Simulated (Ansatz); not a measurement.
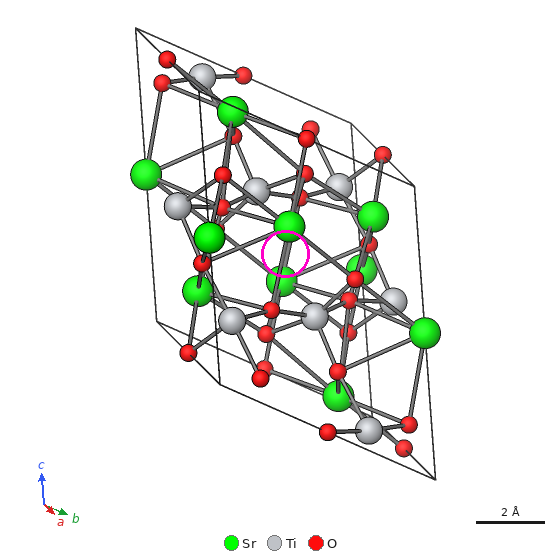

The figure gives a ball-and-stick picture of the atoms, viewed slightly off an axis. The supercell is drawn as a box. The host is SrTiO3, in a cell of 35 sites, and the cell is neutral. A ring marks the defect's site.

Question: Describe the defect.

Answer: An oxygen vacancy. Around the empty site lie two Ti at about 2.1 Å.

Run with DFT PBEsol, scalar-relativistic, plane waves, PAW in Ansatz 0.2.0 and these settings: 420 eV cutoff, Brillouin-zone sampling on a 3×3×3 mesh, Gaussian smearing of 0.02 eV, collinear spins.

Question: Does the defect leave unpaired spin?

Answer: No net moment.

The atoms were relaxed in the host's cell with DFT PBEsol, scalar-relativistic, plane waves, PAW in Ansatz 0.2.0.
